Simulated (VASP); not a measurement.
# AgCl (Chlorargyrite): structure and properties in VASP, part 2 of 4

Aim: relax AgCl (Chlorargyrite), then compute properties on the relaxed cell. The start is a cell from a database of measured crystal structures.

VASP 6.6.1; SCAN; plane waves and PAW (Ag, Cl).

So far, gap on the k-mesh (eV): step 2 (relaxing cell and atoms (SCAN)) 1.41.

The database entry behind the starting cell differs from later determinations by our own check (an axis about 1.4 % short against later determinations), so it need not match the best structure at ambient conditions.

### 4. Density, ELF and potential (SCAN)

A single point on the relaxed cell gives a clean self-consistent state, with density, ELF and potential written out.

INCAR reads:

```
SYSTEM = AgCl
PREC = Accurate
ENCUT = 400
EDIFF = 1E-06
NELM = 100
ISMEAR = 0
SIGMA = 0.05
LREAL = .FALSE.
ALGO = Normal
METAGGA = SCAN
LASPH = .TRUE.
NBANDS = 15
LORBIT = 11
LWAVE = .FALSE.
LCHARG = .TRUE.
ISIF = 2
LELF = .TRUE.
LVHAR = .TRUE.
```

POSCAR reads:

```
AgCl
1.0
    0.0000000000      2.7578173435      2.7578173435
    2.7578173435      0.0000000000      2.7578173435
    2.7578173435      2.7578173435      0.0000000000
Ag Cl
1 1
Direct
    0.0000000000      0.0000000000      0.0000000000
    0.5000000000      0.5000000000      0.5000000000
```

KPOINTS reads:

```
Automatic mesh
0
Gamma
7 7 7
0 0 0
```

PAW data sets: Ag and Cl (PBE family, release 64).

Command:

```console
$ mpirun -np 2 vasp_std
```

Log:

```text
[banner, memory and clock lines left out]
running    2 mpi-ranks, on    1 nodes
 distrk:  each k-point on    2 cores,    1 groups
 distr:  one band on    1 cores,    2 groups

 POSCAR found type information on POSCAR AgCl
 POSCAR found :  2 types and       2 ions
 [... a notice as in an earlier step ...]

 LDA part: xc-table for (None), standard interpolation
|                                                                             |
|           W    W    AA    RRRRR   N    N  II  N    N   GGGG   !!!           |
|           W    W   A  A   R    R  NN   N  II  NN   N  G    G  !!!           |
|           W    W  A    A  R    R  N N  N  II  N N  N  G       !!!           |
|           W WW W  AAAAAA  RRRRR   N  N N  II  N  N N  G  GGG   !            |
|           WW  WW  A    A  R   R   N   NN  II  N   NN  G    G                |
|           W    W  A    A  R    R  N    N  II  N    N   GGGG   !!!           |
|                                                                             |
|     The number of bands has been changed from the values supplied in        |
|     The orbitals not found in the WAVECAR file will be initialized with     |
|     random numbers, which is usually adequate. For correlated               |
|     calculations, however, you should redo the groundstate calculation.     |
|     I found NBANDS = 15. Now, NBANDS = 16.                                  |
|                                                                             |

 POSCAR, INCAR and KPOINTS ok, starting setup
 FFT: planning ... GRIDC
 FFT: planning ... GRID_SOFT
 FFT: planning ... GRID
 WAVECAR not read
 entering main loop
       N       E                     dE             d eps       ncg     rms          rms(c)
DAV:   1     0.469775149747E+02    0.46978E+02   -0.75321E+03   664   0.828E+02
DAV:   2    -0.431474513585E+02   -0.90125E+02   -0.83646E+02   840   0.204E+02
DAV:   3    -0.457718475704E+02   -0.26244E+01   -0.26200E+01   752   0.377E+01
DAV:   4    -0.457879622999E+02   -0.16115E-01   -0.16114E-01   848   0.320E+00
DAV:   5    -0.457881620817E+02   -0.19978E-03   -0.19978E-03   800   0.344E-01    0.718E+00
DAV:   6    -0.405172888358E+02    0.52709E+01   -0.51500E+00   656   0.235E+01    0.643E+00
DAV:   7    -0.404460602255E+02    0.71229E-01   -0.22638E-01   712   0.485E+00    0.395E+00
DAV:   8    -0.404303079226E+02    0.15752E-01   -0.13961E-01   728   0.446E+00    0.877E-01
DAV:   9    -0.404313418269E+02   -0.10339E-02   -0.70492E-03   808   0.732E-01    0.470E-01
DAV:  10    -0.404294413343E+02    0.19005E-02   -0.19953E-03   728   0.521E-01    0.201E-01
DAV:  11    -0.404283995850E+02    0.10417E-02   -0.15637E-03   736   0.379E-01    0.692E-02
DAV:  12    -0.404284668983E+02   -0.67313E-04   -0.37199E-05   800   0.664E-02    0.457E-02
DAV:  13    -0.404286006667E+02   -0.13377E-03   -0.98262E-05   696   0.130E-01    0.195E-02
DAV:  14    -0.404285728926E+02    0.27774E-04   -0.80627E-06   712   0.426E-02    0.452E-03
DAV:  15    -0.404285735015E+02   -0.60895E-06   -0.60158E-07   376   0.765E-03
   1 F= -.40428574E+02 E0= -.40428574E+02  d E =-.597351E-13
```

It took 15 s on 2 MPI ranks of Intel Xeon 6975P-C (Granite Rapids), shared host; peak memory 0.26 GiB.

From OUTCAR (step 4):

```text
The static configuration has the point symmetry O_h .

 Found     20 irreducible k-points:

   k-points           NKPTS =     20   k-points in BZ     NKDIM =     20   number of bands    NBANDS=     16

   NELECT =      18.0000    total number of electrons

 E-fermi :   3.8867

 k-point     1 :       0.0000    0.0000    0.0000
  band No.  band energies     occupation
    ...
      5       1.2210      2.00000
      6       1.2210      2.00000
      7       1.2213      2.00000
      8       1.2656      2.00000
      9       1.2656      2.00000
     10       5.0547      0.00000
     11      15.0980      0.00000
     12      15.0980      0.00000
     13      15.0980      0.00000
     14      16.4565      0.00000
    ...

 k-point     2 :       0.1429    0.0000    0.0000
  band No.  band energies     occupation
    ...
      5       1.2924      2.00000
      6       1.2925      2.00000
      7       1.5244      2.00000
      8       2.1975      2.00000
      9       2.1976      2.00000
     10       5.9358      0.00000
     11      13.4103      0.00000
     12      14.6519      0.00000
     13      14.6520      0.00000
     14      16.3706      0.00000
    ...

  Total       -0.0010359     -0.0010359     -0.0010359      0.0000000      0.0000000      0.0000000
  in kB       -0.0395645     -0.0395645     -0.0395645      0.0000000      0.0000000      0.0000000
  external PRESSURE =      -0.0395645 kB  Pullay stress =       0.0000000 kB

 POSITION                                       TOTAL-FORCE (eV/Angst)
 -----------------------------------------------------------------------------------
      0.00000      0.00000      0.00000        -0.000000      0.000000     -0.000000
      2.75782      2.75782      2.75782         0.000000     -0.000000      0.000000
 -----------------------------------------------------------------------------------
    total drift:                                0.000000      0.000000      0.000000

  FREE ENERGIE OF THE ION-ELECTRON SYSTEM (eV)
  ---------------------------------------------------
  free  energy   TOTEN  =       -40.4285735015 eV

  energy  without entropy=      -40.4285735015  energy(sigma->0) =      -40.42857350

[... 8 parts as in an earlier step ...]

[... 5 further parts left out ...]
```

This step gave:

| Item | Value |
| --- | --- |
| SCF cycles | 15 |
| bands | 16 |
| Fermi energy | 3.887 eV |
| pressure | -0.003956 GPa |

Valence electrons inside each PAW sphere by angular momentum. Sphere charges, by row:

```
atom  s (e)  p (e)  d (e)  tot (e)
 Ag1   0.21  0.139  9.388    9.738
 Cl2  1.605  3.509      0    5.114
```

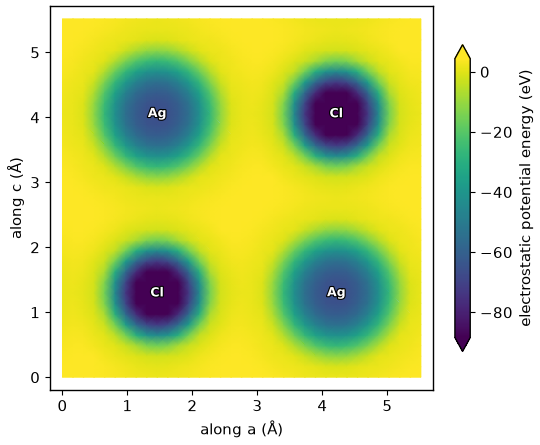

Electrostatic potential energy in the ac plane of the conventional cell at fractional y = 0.000, with atoms of Ag and Cl within 0.2 Å of it. With pseudopotentials it is smooth inside the atoms' cores, unlike the true potential. The map starts off the cell's origin, so that atoms lie inside it.

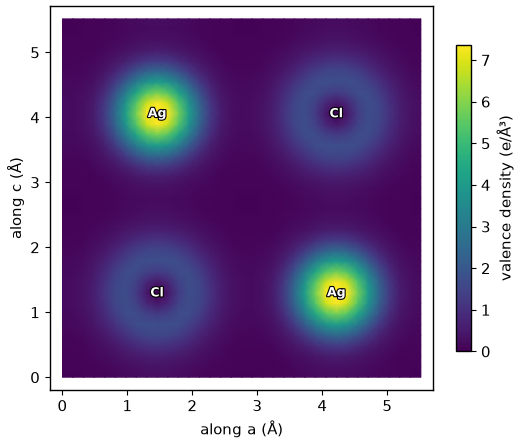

Valence density in the ac plane of the conventional cell at fractional y = 0.000, with atoms of Ag and Cl within 0.2 Å of it. It is the smooth field of the valence electrons, not physical close to the nuclei. The map starts off the cell's origin, so that atoms lie inside it.

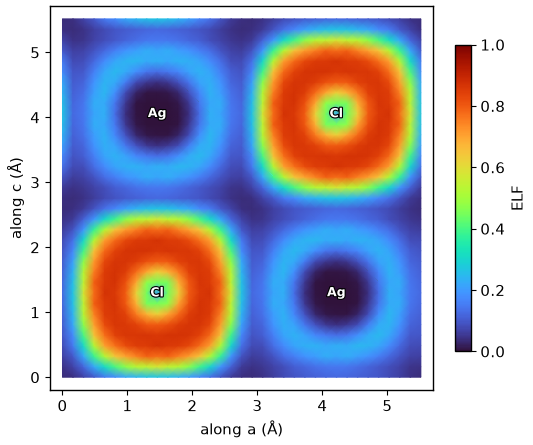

ELF in the ac plane of the conventional cell at fractional y = 0.000, with atoms of Ag and Cl within 0.2 Å of it. It is the smooth field of the valence electrons, not physical close to the nuclei. The map starts off the cell's origin, so that atoms lie inside it.

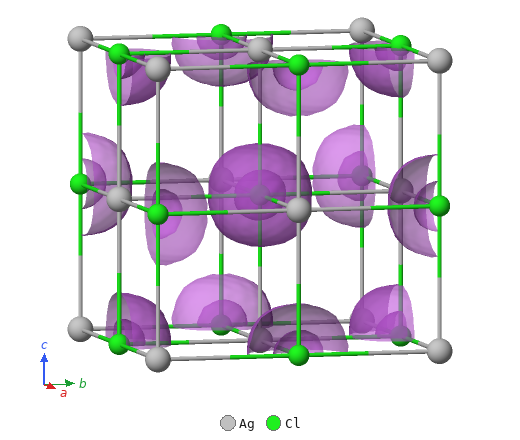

Surface of ELF = 0.79.

In this run the pressure is 0.00 GPa, small enough to go on.

### 5. Band structure (SCAN)

Levels along the symmetry lines show where the bands peak and cross; KPOINTS_OPT computes them in the converged potential.

INCAR reads:

```
SYSTEM = AgCl
PREC = Accurate
ENCUT = 400
EDIFF = 1E-06
NELM = 100
ISMEAR = 0
SIGMA = 0.05
LREAL = .FALSE.
ALGO = Normal
METAGGA = SCAN
LASPH = .TRUE.
NBANDS = 21
LORBIT = 11
LWAVE = .FALSE.
LCHARG = .FALSE.
KPAR = 2
```

POSCAR is that of step 4.

KPOINTS is that of step 4.

KPOINTS_OPT reads:

```
Line mode
16
Line-mode
Reciprocal
  0.00000000   0.00000000   0.00000000 GAMMA
  0.50000000   0.00000000   0.50000000 X

  0.50000000   0.00000000   0.50000000 X
  0.50000000   0.25000000   0.75000000 W

  0.50000000   0.25000000   0.75000000 W
  0.37500000   0.37500000   0.75000000 K

  0.37500000   0.37500000   0.75000000 K
  0.00000000   0.00000000   0.00000000 GAMMA

  0.00000000   0.00000000   0.00000000 GAMMA
  0.50000000   0.50000000   0.50000000 L

  0.50000000   0.50000000   0.50000000 L
  0.62500000   0.25000000   0.62500000 U

  0.62500000   0.25000000   0.62500000 U
  0.50000000   0.25000000   0.75000000 W

  0.50000000   0.25000000   0.75000000 W
  0.50000000   0.50000000   0.50000000 L

  0.50000000   0.50000000   0.50000000 L
  0.37500000   0.37500000   0.75000000 K

  0.62500000   0.25000000   0.62500000 U
  0.50000000   0.00000000   0.50000000 X
```

Command:

```console
$ mpirun -np 2 vasp_std
```

Log:

```text
[... set-up lines as in an earlier step ...]
 entering main loop
       N       E                     dE             d eps       ncg     rms          rms(c)
DAV:   1     0.530707891525E+02    0.53071E+02   -0.69712E+03   856   0.627E+02
DAV:   2    -0.422660481108E+02   -0.95337E+02   -0.86224E+02   978   0.177E+02
DAV:   3    -0.457669103866E+02   -0.35009E+01   -0.34816E+01  1008   0.344E+01
DAV:   4    -0.457879114395E+02   -0.21001E-01   -0.20998E-01   970   0.293E+00
DAV:   5    -0.457881611371E+02   -0.24970E-03   -0.24969E-03  1023   0.307E-01    0.718E+00
DAV:   6    -0.405179828514E+02    0.52702E+01   -0.36887E+00   885   0.179E+01    0.633E+00
DAV:   7    -0.404468316695E+02    0.71151E-01   -0.19716E-01   925   0.355E+00    0.395E+00
DAV:   8    -0.404306896666E+02    0.16142E-01   -0.10747E-01   970   0.341E+00    0.812E-01
DAV:   9    -0.404311036045E+02   -0.41394E-03   -0.48983E-03   960   0.566E-01    0.437E-01
DAV:  10    -0.404293694760E+02    0.17341E-02   -0.12240E-03   955   0.364E-01    0.185E-01
DAV:  11    -0.404283527047E+02    0.10168E-02   -0.10595E-03   955   0.274E-01    0.861E-02
DAV:  12    -0.404284498112E+02   -0.97107E-04   -0.44850E-05   990   0.625E-02    0.514E-02
DAV:  13    -0.404285718475E+02   -0.12204E-03   -0.47522E-05   963   0.786E-02    0.798E-03
DAV:  14    -0.404285757716E+02   -0.39241E-05   -0.12808E-06   814   0.113E-02    0.531E-03
DAV:  15    -0.404285735030E+02    0.22685E-05   -0.21384E-07   505   0.411E-03    0.194E-03
DAV:  16    -0.404285769183E+02   -0.34153E-05   -0.72692E-08   490   0.180E-03    0.954E-04
DAV:  17    -0.404285773908E+02   -0.47249E-06   -0.15076E-08   475   0.139E-03
   1 F= -.40428577E+02 E0= -.40428577E+02  d E =-.336676E-12
 Start KPOINTS_OPT (optional k-point list driver)
k-point batch [1-20\160]
       N       E                     dE             ncg
DAV:   1     0.188575601006E+04   -0.51003E+04      848
DAV:   2    -0.694474397824E+02   -0.19552E+04      993
DAV:   3    -0.139401313481E+03   -0.69954E+02      998
DAV:   4    -0.139859577139E+03   -0.45826E+00      975
DAV:   5    -0.139865644461E+03   -0.60673E-02     1035
DAV:   6    -0.139865758245E+03   -0.11378E-03     1014
DAV:   7    -0.139865760745E+03   -0.24997E-05      998
DAV:   8    -0.139865760819E+03   -0.73728E-07      694
[...]
k-point batch [141-160\160]
       N       E                     dE             ncg
DAV:   1     0.174884893835E+04   -0.10145E+05      872
DAV:   2    -0.992389490381E+02   -0.18481E+04      976
DAV:   3    -0.160298288158E+03   -0.61059E+02     1049
DAV:   4    -0.160688734141E+03   -0.39045E+00      976
DAV:   5    -0.160693771887E+03   -0.50377E-02     1025
DAV:   6    -0.160693861752E+03   -0.89865E-04     1034
DAV:   7    -0.160693863508E+03   -0.17562E-05      981
DAV:   8    -0.160693863579E+03   -0.70950E-07      676
```

Wall time 67 s (2 MPI ranks); peak memory 0.3 GiB; 2 min of CPU time.

From OUTCAR (step 5):

```text
   k-points           NKPTS =     20   k-points in BZ     NKDIM =     20   number of bands    NBANDS=     21

   NELECT =      18.0000    total number of electrons

 E-fermi :   3.8777

 k-point     1 :       0.0000    0.0000    0.0000
  band No.  band energies     occupation
    ...
      5       1.2209      2.00000
      6       1.2209      2.00000
      7       1.2211      2.00000
      8       1.2654      2.00000
      9       1.2654      2.00000
     10       5.0548      0.00000
     11      15.0980      0.00000
     12      15.0980      0.00000
     13      15.0980      0.00000
     14      16.4565      0.00000
    ...

  Total       -0.0025304     -0.0025304     -0.0025304      0.0000000      0.0000000      0.0000000
  in kB       -0.0966424     -0.0966424     -0.0966424      0.0000000      0.0000000      0.0000000
  external PRESSURE =      -0.0966424 kB  Pullay stress =       0.0000000 kB

  FREE ENERGIE OF THE ION-ELECTRON SYSTEM (eV)
  ---------------------------------------------------
  free  energy   TOTEN  =       -40.4285773908 eV

  energy  without entropy=      -40.4285773908  energy(sigma->0) =      -40.42857739

[... 9 parts as in an earlier step ...]

[... 8 further parts left out ...]
```

Spin-orbit coupling is off here; it would split degenerate levels.

Numbers from this step:

- SCF cycles: 17
- bands: 21
- Fermi energy: 3.878 eV
- pressure: -0.009664 GPa
- least gap on mesh and path: 1.334 eV
- least direct gap on mesh and path: 3.498 eV
- valence top at k: 0.5, 0.5, 0.5
- least direct gap at k: 0.05, 0.05, 0.1

Electronic bands along the path, in eV, zero at the valence-band top; v1 is the highest filled band, c1 the lowest empty one:

```
    point     v4     v3     v2     v1    c1     c2     c3     c4
        Γ  -2.50  -2.50  -2.46  -2.46  1.33  11.38  11.38  11.38
        X  -2.26  -2.00  -2.00  -1.89  2.79   8.36   9.23  12.31
        W  -2.05  -2.00  -1.98  -1.18  4.65   8.35   8.35   8.64
        K  -2.06  -1.89  -1.67  -1.08  4.05   7.69   8.64  10.49
        Γ  -2.50  -2.50  -2.46  -2.46  1.33  11.38  11.38  11.38
        L  -2.12  -1.80   0.00   0.00  4.62   7.14   8.19   8.19
        U  -2.06  -1.89  -1.67  -1.08  4.05   7.69   8.64  10.49
        W  -2.05  -2.00  -1.98  -1.18  4.65   8.35   8.35   8.64
        L  -2.12  -1.80   0.00   0.00  4.62   7.14   8.19   8.19
        K  -2.06  -1.89  -1.67  -1.08  4.05   7.69   8.64  10.49
jump to U  -2.06  -1.89  -1.67  -1.08  4.05   7.69   8.64  10.49
        X  -2.26  -2.00  -2.00  -1.89  2.79   8.36   9.23  12.31
```

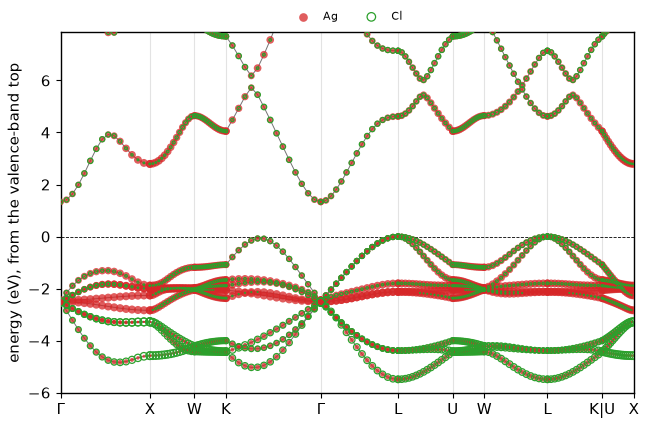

Electronic bands along the path; dots are coloured as in the legend, and their area grows with the weight.

The path lowers the gap by 0.08 eV against the mesh alone, so a band edge lies off the mesh.

### 6. Density of states (SCAN)

Here the states are counted by energy and projected on the atoms. The mesh is finer than in the run before.

INCAR, as its differences from that of step 5:

```diff
@@ -5,3 +5,3 @@
 NELM = 100
-ISMEAR = 0
+ISMEAR = -5
 SIGMA = 0.05
@@ -16 +16,2 @@
 KPAR = 2
+NEDOS = 2001
```

POSCAR is that of step 5.

KPOINTS reads:

```
Automatic mesh
0
Gamma
10 10 10
0 0 0
```

Command:

```console
$ mpirun -np 2 vasp_std
```

Log:

```text
[... set-up lines as in an earlier step ...]
 entering main loop
       N       E                     dE             d eps       ncg     rms          rms(c)
DAV:   1     0.523365295108E+02    0.52337E+02   -0.71493E+03  2022   0.632E+02
DAV:   2    -0.422786447911E+02   -0.94615E+02   -0.86427E+02  2306   0.174E+02
DAV:   3    -0.457668420814E+02   -0.34882E+01   -0.34680E+01  2353   0.345E+01
DAV:   4    -0.457880414015E+02   -0.21199E-01   -0.21197E-01  2235   0.293E+00
DAV:   5    -0.457882952181E+02   -0.25382E-03   -0.25382E-03  2403   0.314E-01    0.719E+00
DAV:   6    -0.405182646491E+02    0.52700E+01   -0.36828E+00  2029   0.179E+01    0.632E+00
DAV:   7    -0.404468655443E+02    0.71399E-01   -0.19495E-01  2189   0.354E+00    0.395E+00
DAV:   8    -0.404308107130E+02    0.16055E-01   -0.10888E-01  2234   0.344E+00    0.800E-01
DAV:   9    -0.404310670226E+02   -0.25631E-03   -0.47092E-03  2303   0.567E-01    0.431E-01
DAV:  10    -0.404293824679E+02    0.16846E-02   -0.11822E-03  2249   0.354E-01    0.186E-01
DAV:  11    -0.404283570061E+02    0.10255E-02   -0.10391E-03  2224   0.269E-01    0.831E-02
DAV:  12    -0.404284542533E+02   -0.97247E-04   -0.41921E-05  2244   0.599E-02    0.499E-02
DAV:  13    -0.404285700803E+02   -0.11583E-03   -0.42312E-05  2362   0.730E-02    0.654E-03
DAV:  14    -0.404285777367E+02   -0.76564E-05   -0.10428E-06  1776   0.948E-03    0.508E-03
DAV:  15    -0.404285759899E+02    0.17468E-05   -0.18022E-07  1232   0.382E-03    0.180E-03
DAV:  16    -0.404285785336E+02   -0.25437E-05   -0.48730E-08  1122   0.140E-03    0.771E-04
DAV:  17    -0.404285790526E+02   -0.51901E-06   -0.10375E-08  1092   0.100E-03
   1 F= -.40428579E+02 E0= -.40428579E+02  d E =0.000000E+00
```

It took 40 s on 2 MPI ranks; peak memory 0.32 GiB.

OUTCAR, selected parts (step 6):

```text
   k-points           NKPTS =     47   k-points in BZ     NKDIM =     47   number of bands    NBANDS=     21

   NELECT =      18.0000    total number of electrons

 E-fermi :   3.7420

 k-point     1 :       0.0000    0.0000    0.0000
  band No.  band energies     occupation
    ...
      5       1.2208      2.00000
      6       1.2208      2.00000
      7       1.2211      2.00000
      8       1.2654      2.00000
      9       1.2654      2.00000
     10       5.0547      0.00000
     11      15.0980      0.00000
     12      15.0980      0.00000
     13      15.0980      0.00000
     14      16.4565      0.00000
    ...

  Total       -0.0035844     -0.0035844     -0.0035844      0.0000000      0.0000000      0.0000000
  in kB       -0.1368984     -0.1368984     -0.1368984      0.0000000      0.0000000      0.0000000
  external PRESSURE =      -0.1368984 kB  Pullay stress =       0.0000000 kB

 POSITION                                       TOTAL-FORCE (eV/Angst)
 -----------------------------------------------------------------------------------
      0.00000      0.00000      0.00000         0.000000      0.000000      0.000000
      2.75782      2.75782      2.75782        -0.000000     -0.000000     -0.000000
 -----------------------------------------------------------------------------------
    total drift:                                0.000000      0.000000      0.000000

  FREE ENERGIE OF THE ION-ELECTRON SYSTEM (eV)
  ---------------------------------------------------
  free  energy   TOTEN  =       -40.4285790526 eV

  energy  without entropy=      -40.4285790526  energy(sigma->0) =      -40.42857905

[... 7 parts as in an earlier step ...]

[... 9 further parts left out ...]
```

This step gave:

* irreducible k-points: 47
* Fermi energy: 3.742 eV
* pressure: -0.01369 GPa
* valence top at k: 0.5, 0, 0
* least direct gap at k: 0.1, 0, 0
* gap on the k-mesh: 1.334 eV
* least direct gap on the k-mesh: 3.621 eV

The density of states has structure finer than the step of the table below, so its rows give means over 1 eV, whole bins alone (the curve runs from -12.0 to 9.25 eV). Peaks (eV: height): total -4.3: 9.45, -2.2: 13.8, -1.9: 15.7, 8.5: 5.21; Ag d -4.3: 3.03, -2.2: 12.8, -1.9: 12.9; Cl p -4.9: 1.45, -4.3: 3.61, -1.9: 1.40, 8.6: 0.655; Ag s -4.9: 0.218, -1.9: 0.197, 4.7: 0.435, 6.5: 0.170; Ag p -4.3: 0.123, 8.5: 0.771.

States under -12.0 eV and over 9.3 eV are left out. The density of states by energy, zero at the valence-band top; means over each step; values in states/eV/cell:

```
energy (eV)    total     Ag d     Cl p     Ag s     Ag p
         -7        0        0        0        0        0
         -6  0.00159   1.6e-4   6.1e-4   1.7e-4   2.7e-6
         -5     1.76    0.229    0.723    0.112   0.0278
         -4     3.81     1.14     1.51   0.0217   0.0586
         -3    0.718    0.384    0.182  0.00149  0.00669
         -2     6.78     5.82    0.381   0.0372   0.0142
         -1     2.14     1.35    0.485   0.0239   0.0197
          0    0.758    0.428    0.240  0.00149  0.00400
          1   3.6e-4        0   1.8e-5   1.3e-4        0
          2   0.0417   2.2e-4  0.00436   0.0146   5.8e-4
          3    0.214  0.00229   0.0240   0.0884  0.00437
          4    0.746   0.0124    0.104    0.303   0.0236
          5    0.977   0.0148    0.135    0.319   0.0655
          6    0.288  0.00401   0.0373   0.0622   0.0331
          7    0.894   0.0190   0.0934    0.102    0.134
          8     1.38   0.0778    0.145   0.0315    0.184
```

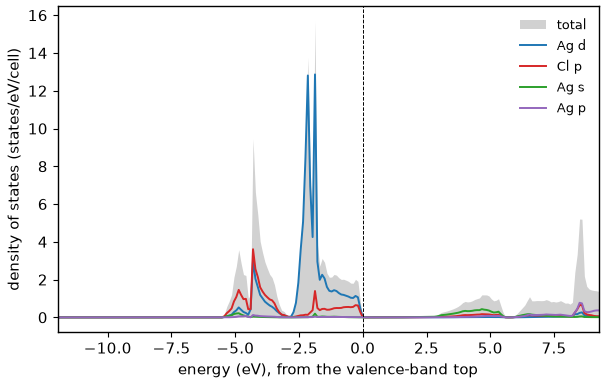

Density of states against energy.

The gap on this mesh is 1.33 eV. In the top eV of the valence band the largest shares in the PAW spheres are Ag d 58 % and Cl p 29 %. The rest lies in smaller channels or between the spheres.

(Part 2 of 4 ends here.)

[Lines on the potential files, build, host, timing and source positions are cut from VASP's logs without a mark.]

[Logs are printed without paths, hosts, clocks, repeated set-up lines and the standing remarks that a program may print on its own settings, such as how far it seeks lower states.]

[Hosts, paths, dates, database ids (printed as entryN), source tags and the programs' standing remarks are cut or masked in the printed files.]

[A measured line is paired with the nearest computed mode of its activity, which favours agreement.]
